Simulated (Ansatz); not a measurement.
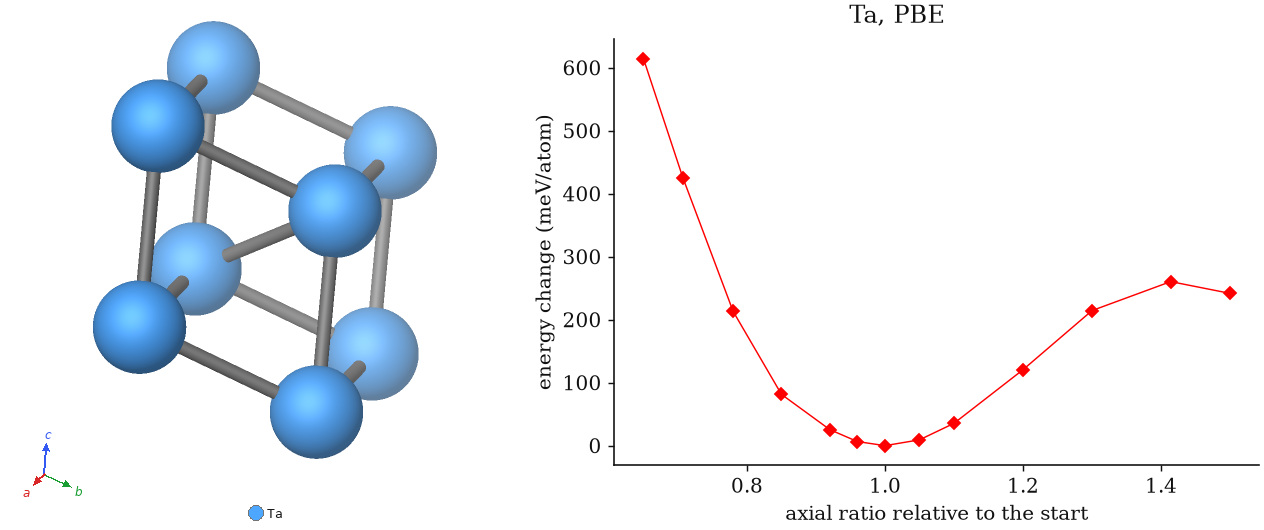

The figure shows the energy change against relative axial ratio for Ta, space group Im-3m (No. 229). The cell is drawn beside the plot.

Starting cell:
```yaml
crystal:
  lattice:
    - [-1.65128, 1.65128, 1.65128]
    - [1.65128, -1.65128, 1.65128]
    - [1.65128, 1.65128, -1.65128]
  atoms:
    - { symbol: Ta, position: [0.00000, 0.00000, 0.00000] }
```

Calculation (Ansatz 0.2.0): deformation of a crystal at fixed volume, lengths along the axis scaled against those across it, fractional coordinates fixed, by plane-wave density functional theory with PAW datasets, free energies less that of the undisturbed cell, pressure positive in compression; scalar-relativistic. Level: PBE, no spin polarisation.

wave cutoff 420 eV; k mesh 22×22×22; occupations Gaussian; smearing width 0.15 eV; k shift (0, 0, 0) (mesh steps); start as given; path tetragonal; axis direction (0, 0, 1) (Cartesian unit vector).

From this curve and the settings, what does the calculation give for the pressure at the same points?

The pressure goes from 16.8 GPa at relative axial ratio 0.650 to 8.5 GPa at 1.500, not monotonically, with a low of 3.2 GPa at 1.000.

```tsv
axial ratio relative to the start	pressure (GPa)
0.650	16.8
0.707	11.3
0.780	8.3
0.850	5.5
0.920	3.6
0.960	3.3
1.000	3.2
1.050	3.3
1.100	3.9
1.200	5.8
1.300	7.9
1.414	9.2
1.500	8.5
```

Note: reference crystal is not relaxed.
